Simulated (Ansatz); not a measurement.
# TaS2: geometry relaxation (part 2 of 2)

The same run, continued: TaS2 (P-3m1, 3 atoms in the cell); DFT PBE, spin-orbit coupling, plane waves, PAW (Ansatz 0.2.0); cutoff 420 eV, 12×12×6 k-mesh, Gaussian smearing of 0.05 eV. The structure derives from an entry of the Crystallography Open Database. It belongs to a series of runs on one base structure; here: volume × 1.040.

Geometry of the input (Å; fractional positions):
```
3.4014  0.0000  0.0000
-1.7007  2.9457  0.0000
0.0000  0.0000  6.9778
Ta 0.0000  0.0000  0.0000
S  0.3333  0.6667  0.2210
S  0.6667  0.3333  0.7790
```

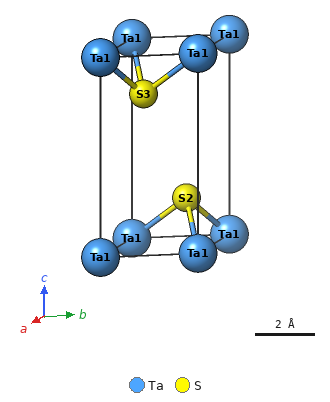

**Figure 1.** The geometry at step 1 of the log (ball-and-stick view of the cell of the calculation, seen slightly off an axis; atoms are numbered from 1 in the order of the input).

The program's output, continued
```
relax step   1: F+E_penalty+E_count = -11762.05338786 eV  Δ(F+E_penalty+E_count) = +0.000e0 eV  max|allowed force component| = 2.943e-1 eV/Å  Δτ_max = 0.0000 Å  P = -2.120 GPa  Ω = 69.915 Å³  fix = [volume]  reactions: volume -2.120 GPa  (15 SCF iters, accepted)
Basis set: ecut = 420 eV, 1367 PW (Γ), exchange–correlation on 48×48×96 points (8 copies of the dense FFT grid, shifted against one another)
Projection manifold: j_resolved (fully-relativistic pseudo-atomic orbitals)
Initial density: handed on by an earlier stage of this run
Starting moments: Σ|m| = 0.05 μB on 1 of 3 sites; this step starts from the density that it was given
Initial wavefunctions: those handed on with the density
iter 1 solved again at ethr=3.68e-5 eV; its pass at ethr=3.10e-3 eV (dr2=9.20e-3 eV) is discarded
SCF iter   1: F=—  HF=-11762.060590 eV  |F-HF|=—  |Δ(HF+E_count)|=         —  Δρ=2.60e-3  dr2=1.03e-2  dr2_m=4.94e-8  ethr=3.68e-5  |M|=5.07e-5 ∫|m|=1.40e-4 μB  |m|>n=0.0e0 m-floor=0.0e0 τ_xc=6.7e-11 mc-row=0.0e0  β_m=0.30  ⟨swp⟩=1.9  Hψ=16738  notcnv=0
preconditioner: auto → none  [metal: Δε(μ)=0.029 eV  Ē_g=8.657 eV  σ=0.050 eV  W_gap=0.32  n_scr=10 (ndim 8)  ℏωp=18.3 eV  f_vac=0.163  D(μ)=1.82/eV (n_scr^D=10)]
SCF iter   2: F=—  HF=-11762.059438 eV  |F-HF|=—  |Δ(HF+E_count)|=   1.15e-3  Δρ=1.52e-3  dr2=3.83e-3  dr2_m=2.76e-8  ethr=3.68e-5  |M|=4.43e-5 ∫|m|=9.64e-5 μB  |m|>n=0.0e0 m-floor=0.0e0 τ_xc=5.2e-10 mc-row=0.0e0  β_m=0.26  ⟨swp⟩=2.0  Hψ=5482  notcnv=0
SCF iter   3: F=—  HF=-11762.058825 eV  |F-HF|=—  |Δ(HF+E_count)|=   6.13e-4  Δρ=9.81e-4  dr2=4.64e-4  dr2_m=2.06e-8  ethr=1.53e-5  |M|=4.17e-5 ∫|m|=8.64e-5 μB  |m|>n=0.0e0 m-floor=0.0e0 τ_xc=3.9e-10 mc-row=0.0e0  β_m=0.44  ⟨swp⟩=2.0  Hψ=4148  notcnv=0
SCF iter   4: F=—  HF=-11762.058775 eV  |F-HF|=—  |Δ(HF+E_count)|=   5.01e-5  Δρ=1.97e-4  dr2=1.75e-5  dr2_m=2.09e-9  ethr=1.85e-6  |M|=2.68e-5 ∫|m|=4.16e-5 μB  |m|>n=0.0e0 m-floor=0.0e0 τ_xc=1.3e-10 mc-row=0.0e0  β_m=0.57  ⟨swp⟩=2.2  Hψ=4990  notcnv=0
SCF iter   5: F=—  HF=-11762.058777 eV  |F-HF|=—  |Δ(HF+E_count)|=   2.16e-6  Δρ=2.93e-5  dr2=9.94e-7  dr2_m=1.92e-10  ethr=6.99e-8  |M|=1.80e-5 ∫|m|=2.36e-5 μB  |m|>n=0.0e0 m-floor=0.0e0 τ_xc=3.0e-11 mc-row=0.0e0  β_m=0.64  ⟨swp⟩=2.3  Hψ=4760  notcnv=0
SCF iter   6: F=-11762.058777 eV  HF=-11762.058777 eV  |F-HF|=3.91e-8  |Δ(HF+E_count)|=   3.08e-9  Δρ=7.73e-6  dr2=5.66e-8  dr2_m=4.02e-11  ethr=1.20e-9  |M|=1.25e-5 ∫|m|=1.63e-5 μB  |m|>n=0.0e0 m-floor=0.0e0 τ_xc=3.2e-12 mc-row=0.0e0  ⟨swp⟩=11.7  Hψ=25187  notcnv=0
the starting moments were not kept: the SCF closed with an absolute magnetisation of 1.6e-5 μB, where they sum to 0.05 μB in size (1 site). That is at most 0.1 of that sum. Measured as dr2_m measures the in/out step, that magnetisation stands 3.8e-11 eV from none, at or under the dr2_threshold of 3.0e-7 eV: it is no larger than a step whose dr2_m would equal this threshold.
SCF 2 converged in 6 iterations: F = -11762.058777 eV  dr2 = 5.66e-8
relax step   2: F+E_penalty+E_count = -11762.05877730 eV  Δ(F+E_penalty+E_count) = -5.389e-3 eV  max|allowed force component| = 2.221e-1 eV/Å  Δτ_max = 0.0419 Å  P = +0.762 GPa  Ω = 69.915 Å³  energy of the carried Pulay correction = -4.327e-18 eV  fix = [volume]  reactions: volume +0.762 GPa  (6 SCF iters, dr2 threshold 3.00e-7 eV, accepted)
Projection manifold: j_resolved (fully-relativistic pseudo-atomic orbitals)
iter 1 solved again at ethr=8.88e-7 eV; its pass at ethr=3.10e-3 eV (dr2=2.22e-4 eV) is discarded
SCF iter   1: F=—  HF=-11762.062256 eV  |F-HF|=—  |Δ(HF+E_count)|=         —  Δρ=6.14e-4  dr2=2.26e-4  dr2_m=5.53e-9  ethr=8.88e-7  |M|=2.09e-5 ∫|m|=4.51e-5 μB  |m|>n=0.0e0 m-floor=0.0e0 τ_xc=7.3e-11 mc-row=0.0e0  β_m=0.30  ⟨swp⟩=3.0  Hψ=17483  notcnv=0
preconditioner: auto → none  [metal: Δε(μ)=0.038 eV  Ē_g=8.645 eV  σ=0.050 eV  W_gap=0.40  n_scr=10 (ndim 8)  ℏωp=18.3 eV  f_vac=0.160  D(μ)=1.81/eV (n_scr^D=10)]
SCF iter   2: F=—  HF=-11762.062224 eV  |F-HF|=—  |Δ(HF+E_count)|=   3.21e-5  Δρ=3.92e-4  dr2=8.42e-5  dr2_m=3.07e-9  ethr=8.88e-7  |M|=1.86e-5 ∫|m|=3.66e-5 μB  |m|>n=0.0e0 m-floor=0.0e0 τ_xc=6.2e-11 mc-row=0.0e0  β_m=0.39  ⟨swp⟩=1.8  Hψ=3784  notcnv=0
SCF iter   3: F=—  HF=-11762.062217 eV  |F-HF|=—  |Δ(HF+E_count)|=   7.52e-6  Δρ=2.53e-4  dr2=4.40e-5  dr2_m=1.41e-9  ethr=3.37e-7  |M|=1.58e-5 ∫|m|=2.77e-5 μB  |m|>n=0.0e0 m-floor=0.0e0 τ_xc=4.4e-11 mc-row=0.0e0  β_m=0.44  ⟨swp⟩=2.1  Hψ=4596  notcnv=0
SCF iter   4: F=—  HF=-11762.062213 eV  |F-HF|=—  |Δ(HF+E_count)|=   4.00e-6  Δρ=5.53e-5  dr2=9.41e-7  dr2_m=1.92e-10  ethr=1.76e-7  |M|=1.13e-5 ∫|m|=1.59e-5 μB  |m|>n=0.0e0 m-floor=0.0e0 τ_xc=1.8e-11 mc-row=0.0e0  β_m=0.58  ⟨swp⟩=2.5  Hψ=5096  notcnv=0
SCF iter   5: F=-11762.062213 eV  HF=-11762.062213 eV  |F-HF|=2.36e-8  |Δ(HF+E_count)|=   1.49e-7  Δρ=8.39e-6  dr2=4.97e-8  dr2_m=2.48e-11  ethr=1.20e-9  |M|=7.27e-6 ∫|m|=9.72e-6 μB  |m|>n=0.0e0 m-floor=0.0e0 τ_xc=1.4e-12 mc-row=0.0e0  ⟨swp⟩=11.3  Hψ=25492  notcnv=0
the starting moments were not kept: the SCF closed with an absolute magnetisation of 9.7e-6 μB, where they sum to 0.05 μB in size (1 site). That is at most 0.1 of that sum. Measured as dr2_m measures the in/out step, that magnetisation stands 1.4e-11 eV from none, at or under the dr2_threshold of 3.0e-7 eV: it is no larger than a step whose dr2_m would equal this threshold.
SCF 3 converged in 5 iterations: F = -11762.062213 eV  dr2 = 4.97e-8
relax step   3: F+E_penalty+E_count = -11762.06221274 eV  Δ(F+E_penalty+E_count) = -3.435e-3 eV  max|allowed force component| = 6.897e-3 eV/Å  Δτ_max = 0.0127 Å  P = -0.142 GPa  Ω = 69.915 Å³  energy of the carried Pulay correction = -7.211e-18 eV  fix = [volume]  reactions: volume -0.142 GPa  (5 SCF iters, dr2 threshold 3.00e-7 eV, accepted)
Projection manifold: j_resolved (fully-relativistic pseudo-atomic orbitals)
Initial wavefunctions: pseudopotential atomic-orbital guess (no wavefunctions were taken with the density)
iter 1 solved again at ethr=8.21e-7 eV; its pass at ethr=3.10e-3 eV (dr2=2.05e-4 eV) is discarded
SCF iter   1: F=—  HF=-11762.062013 eV  |F-HF|=—  |Δ(HF+E_count)|=         —  Δρ=8.16e-5  dr2=1.65e-7  dr2_m=3.45e-11  ethr=8.21e-7  |M|=2.68e-6 ∫|m|=6.90e-6 μB  |m|>n=0.0e0 m-floor=0.0e0 τ_xc=5.2e-12 mc-row=0.0e0  β_m=0.30  ⟨swp⟩=3.2  Hψ=27418  notcnv=0
eigensolver tolerance schedule: the retry pair's looser diagonalisation over-reported the residual by 1240.94 of it (diagonalisation noise at 0.49 of the residual, at the tolerance the schedule requests for it); recorded, not acted on — ethr = c·dr2/N_el stays at c = 1.0e-1
preconditioner: auto → none  [metal: Δε(μ)=0.037 eV  Ē_g=8.642 eV  σ=0.050 eV  W_gap=0.39  n_scr=10 (ndim 8)  ℏωp=18.3 eV  f_vac=0.160  D(μ)=1.81/eV (n_scr^D=10)]
SCF iter   2: F=—  HF=-11762.062106 eV  |F-HF|=—  |Δ(HF+E_count)|=   9.25e-5  Δρ=5.71e-5  dr2=7.00e-8  dr2_m=1.50e-11  ethr=6.61e-10  |M|=5.97e-6 ∫|m|=7.97e-6 μB  |m|>n=0.0e0 m-floor=0.0e0 τ_xc=3.3e-12 mc-row=0.0e0  β_m=0.46  ⟨swp⟩=3.2  Hψ=7302  notcnv=0
SCF iter   3: F=—  HF=-11762.062178 eV  |F-HF|=—  |Δ(HF+E_count)|=   7.20e-5  Δρ=2.59e-5  dr2=9.00e-8  dr2_m=6.13e-12  ethr=2.80e-10  |M|=4.61e-6 ∫|m|=6.19e-6 μB  |m|>n=0.0e0 m-floor=0.0e0 τ_xc=1.7e-12 mc-row=0.0e0  β_m=0.40  ⟨swp⟩=2.0  Hψ=5028  notcnv=0
SCF iter   4: F=—  HF=-11762.062194 eV  |F-HF|=—  |Δ(HF+E_count)|=   1.58e-5  Δρ=8.25e-6  dr2=1.35e-9  dr2_m=2.78e-12  ethr=2.80e-10  |M|=3.72e-6 ∫|m|=4.99e-6 μB  |m|>n=0.0e0 m-floor=0.0e0 τ_xc=1.1e-12 mc-row=0.0e0  β_m=0.43  ⟨swp⟩=2.0  Hψ=4724  notcnv=0
SCF iter   5: F=-11762.062227 eV  HF=-11762.062227 eV  |F-HF|=3.08e-9  |Δ(HF+E_count)|=   3.28e-5  Δρ=7.31e-7  dr2=4.54e-10  dr2_m=1.13e-12  ethr=2.40e-12  |M|=2.72e-6 ∫|m|=3.64e-6 μB  |m|>n=0.0e0 m-floor=0.0e0 τ_xc=1.3e-13 mc-row=0.0e0  ⟨swp⟩=11.4  Hψ=23906  notcnv=0
the starting moments were not kept: the SCF closed with an absolute magnetisation of 3.6e-6 μB, where they sum to 0.05 μB in size (1 site). That is at most 0.1 of that sum. Measured as dr2_m measures the in/out step, that magnetisation stands 1.7e-12 eV from none, at or under the dr2_threshold of 6.0e-10 eV: it is no larger than a step whose dr2_m would equal this threshold.
SCF 4 converged in 5 iterations: F = -11762.062227 eV  dr2 = 4.54e-10
relax step   4: F+E_penalty+E_count = -11762.06222659 eV  Δ(F+E_penalty+E_count) = -1.385e-5 eV  max|allowed force component| = 6.906e-3 eV/Å  Δτ_max = 0.0000 Å  P = -0.142 GPa  Ω = 69.915 Å³  fix = [volume]  reactions: volume -0.142 GPa  stress off target by 4.71e-3 GPa on what of the cell is left free  SCF on the basis re-selected at this cell (its energy is not comparable with the rows above)  (5 SCF iters)
basis re-selected at this cell: Δ(F+E_penalty+E_count) = -1.385e-5 eV, ΔP = +0.001 GPa vs the last step (what re-selecting the basis moved, of the pressure what is left beyond the Pulay correction that the steps carried, after the strain that the cell walked since its last selection, with what the two solves' SCF thresholds leave and, on support functions, any second-order correction that the steps lacked; it is no measure of the basis error at this ecutwfc). This SCF's stress stands 4.71e-3 GPa from its target on what of the cell is left free (relax.cell.stress_tol is 1.00e-1 GPa) and its largest allowed force component is 6.91e-3 eV/Å (relax.f_tol is 1.00e-2 eV/Å): within both
SCF converged after 5 iterations
Magnetization: |M| = 0.0000 μB,  M = (-0.0000, +0.0000, -0.0000) μB
Absolute magnetization: 0.0000 μB (∫|m|, with the PAW one-centre terms)
  site 0: m = (-0.0000, +0.0000, -0.0000) μB, |m| = 0.0000 μB  (R = 1.02 Å)
  site 1: m = (-0.0000, -0.0000, +0.0000) μB, |m| = 0.0000 μB  (R = 1.02 Å)
  site 2: m = (+0.0000, +0.0000, +0.0000) μB, |m| = 0.0000 μB  (R = 1.02 Å)
Free energy (F): -11762.062227 eV
Harris-Foulkes:  -11762.062227 eV  (|F-HF|=3.08e-9)
Internal energy: -11762.059969 eV  (E = F + TS)
E sigma→0 (E₀):  -11762.061098 eV
Entropy (-TS):   -0.002258 eV (-0.753 meV/atom)
Fermi energy:    7.835971 eV
--- Per-component energies (eV) ---
  E_band       = -258.353390
  E_kinetic    = 578.456221
  E_local      = -2055.105113  (includes V_loc(G=0)·N_el)
  E_nonlocal   = 67.593642
  E_hartree    = 825.786306
  E_xc         = -412.273440
  E_vxc        = -378.552191  (∫ρ·V_xc dr)
  E_paw        = -9616.499553  (= ΣΔE_a)
  E_vpaw       = -122.318115  (= ΣTr[D̂ρ^β])
  E_aug_tail   = 0.000145  (compensation charges beyond the density's cutoff)
  E_ewald      = -1150.018177
  E_smearing   = -0.002258  (= −TS)
  E_closure    = 0.000000  (closes the sum)
  Σ components = -11762.062227   (vs F -11762.062227, Δ=0.00e0)
--- Forces (eV/Å), atoms counted from 1 ---
  atom   1  Ta     0.00000000     0.00000000     0.00000000
  atom   2  S     -0.00000000     0.00000000    -0.00690643
  atom   3  S      0.00000000    -0.00000000     0.00690643
  max |Σ_I F_I| component: 1.16e-18 eV/Å
--- Stress (GPa, compression-positive) ---
       -0.144065       0.000000      -0.000000
        0.000000      -0.144065      -0.000000
        0.000000      -0.000000      -0.136999
  P = ⅓ Tr σ = -0.1417 GPa (-1.417 kbar)
--- Band table (eV; the first three rows and the last of 100) ---
  k-point 0: bands = ["-60.9380", "-60.9380", "-33.8068", "-33.8068", "-25.0941", "-25.0941", "-25.0554", "-25.0554", "-6.8856", "-6.8856", "-5.3895", "-5.3895", "1.4969", "1.4969", "3.9020", "3.9020", "3.9933", "3.9933", "5.5467", "5.5467", "6.9429", "6.9429", "7.0739", "7.0739", "7.7679", "7.7679", "7.9152", "7.9152", "8.1784", "8.1784", "11.7240", "11.7240", "11.7626", "11.7626"]
  k-point 1: bands = ["-60.9380", "-60.9380", "-33.8068", "-33.8068", "-25.0941", "-25.0941", "-25.0554", "-25.0554", "-6.8780", "-6.8780", "-5.4042", "-5.4042", "1.5595", "1.5595", "3.9025", "3.9025", "3.9939", "3.9939", "5.3570", "5.3570", "6.9388", "6.9388", "7.0708", "7.0708", "7.8109", "7.8109", "7.9146", "7.9146", "8.2769", "8.2769", "11.7352", "11.7352", "11.7747", "11.7747"]
  k-point 2: bands = ["-60.9380", "-60.9380", "-33.8068", "-33.8068", "-25.0941", "-25.0941", "-25.0554", "-25.0554", "-6.8625", "-6.8625", "-5.4340", "-5.4340", "1.6950", "1.6950", "3.9037", "3.9037", "3.9952", "3.9952", "5.0111", "5.0111", "6.9316", "6.9316", "7.0645", "7.0645", "7.8489", "7.8489", "7.9135", "7.9135", "8.4718", "8.4718", "11.7577", "11.7577", "11.7985", "11.7985"]
  k-point 99: bands = ["-60.9253", "-60.9253", "-33.8624", "-33.8624", "-25.2907", "-25.2907", "-25.1185", "-25.1185", "-5.0307", "-5.0307", "-4.9344", "-4.9344", "2.4167", "2.4167", "2.4826", "2.4826", "2.6659", "2.6659", "4.1685", "4.1685", "4.2342", "4.2342", "4.3725", "4.3725", "9.0960", "9.0960", "9.2072", "9.2072", "9.5135", "9.5135", "12.3072", "12.3072", "12.3445", "12.3445"]
--- Relaxed structure (3 steps of the walk, 3 accepted, 1 SCFs on fresh bases) ---
  F+E_penalty+E_count = -11762.06222659 eV   max|allowed force component| = 6.906e-3 eV/Å   (the final SCF, on the basis selected at the relaxed cell)
  cell:  # Å, volume = 69.9145 Å³
    - [3.380679344425593, 2.8691708706149407e-11, -9.3289693364423e-33]
    - [-1.6903396722376443, 2.9277541943075396, 3.195552952567422e-33]
    - [-1.9138052134252365e-32, -3.4796458425913395e-33, 7.063643745736936]
  atoms:
    - { symbol: Ta, position: [1.2942452156387932e-34, -4.3133371622468183e-35, -6.588873714519077e-83] }
    - { symbol: S, position: [0.33333333333333326, 0.6666666666666665, 0.21682607327998057] }
    - { symbol: S, position: [0.6666666666666666, 0.33333333333333326, 0.7831739267200196] }
--- Löwdin populations: 3 sites ---
  site symbol       q [e]
     0     Ta     12.3754
     1      S      6.2106
     2      S      6.2106
  spilling = 0.008139 (of n_electrons = 25.000000)
```

File populations.tsv
```
# site	symbol	l	j	q
# orbitals = lowdin
# n_electrons = 25.000000
# spilling = 0.008139
0	Ta	0_5S	0.5	1.974191
0	Ta	0_6S	0.5	0.608505
0	Ta	1_5P	0.5	1.999082
0	Ta	1_5P	1.5	3.997658
0	Ta	2_5D	1.5	1.611874
0	Ta	2_5D	2.5	2.184076
1	S	0_3S	0.5	1.772414
1	S	1_3P	0.5	1.497212
1	S	1_3P	1.5	2.940945
2	S	0_3S	0.5	1.772414
2	S	1_3P	0.5	1.497212
2	S	1_3P	1.5	2.940945
```

Trajectory as extended XYZ (Å, eV, eV/Å), 4 frames, from step=1 to step=4
```
3
Lattice="3.4014 0.0000 0.0000 -1.7007 2.9457 0.0000 0.0000 0.0000 6.9779" Properties=species:S:1:pos:R:3:forces:R:3 step=1 energy=-11762.05339 pressure_GPa=-2.12
Ta    0.0000    0.0000    0.0000    0.0000   0.0000   0.0000
S     0.0000    1.9638    1.5422    0.0000   0.0000  -0.2943
S     1.7007    0.9819    5.4357    0.0000   0.0000   0.2943
3
Lattice="3.3856 0.0000 0.0000 -1.6928 2.9320 0.0000 0.0000 0.0000 7.0430" Properties=species:S:1:pos:R:3:forces:R:3 step=2 energy=-11762.05878 pressure_GPa=0.76
Ta    0.0000    0.0000    0.0000    0.0000   0.0000   0.0000
S     0.0000    1.9547    1.5143    0.0000   0.0000   0.2221
S     1.6928    0.9773    5.5287    0.0000   0.0000  -0.2221
3
Lattice="3.3807 0.0000 0.0000 -1.6903 2.9278 0.0000 0.0000 0.0000 7.0636" Properties=species:S:1:pos:R:3:forces:R:3 step=3 energy=-11762.06221 pressure_GPa=-0.14
Ta    0.0000    0.0000    0.0000    0.0000   0.0000   0.0000
S     0.0000    1.9518    1.5316    0.0000   0.0000  -0.0069
S     1.6903    0.9759    5.5321    0.0000   0.0000   0.0069
3
Lattice="3.3807 0.0000 0.0000 -1.6903 2.9278 0.0000 0.0000 0.0000 7.0636" Properties=species:S:1:pos:R:3:forces:R:3 step=4 energy=-11762.06223 pressure_GPa=-0.14
Ta    0.0000    0.0000    0.0000    0.0000   0.0000   0.0000
S     0.0000    1.9518    1.5316    0.0000   0.0000  -0.0069
S     1.6903    0.9759    5.5321    0.0000   0.0000   0.0069
```

Key numbers

- outcome: converged
- space group (tolerance 0.01 Å): P-3m1 (164)
- electrons treated: 25
- free energy: −11762.0622 eV
- Fermi energy: 7.836 eV
- gap on the k-point mesh: none (metallic)
- net moment of the cell: 0.00 μB
- integrated absolute moment: 0.00 μB
- pressure: −0.14 GPa
- final volume: 69.91 Å³
- largest force (length of the vector) at the end: 0.007 eV/Å
- final cell: a = 3.381 Å, b = 3.381 Å, c = 7.064 Å, α = 90.00°, β = 90.00°, γ = 120.00°
- hardware: 4 threads of Arm Neoverse V1, 24 GiB of memory available, shared host
- wall time: 100 s (CPU time 6.6 min)
- peak memory: 0.85 GiB

Remarks

Warnings of the run: some starting moments were not kept.
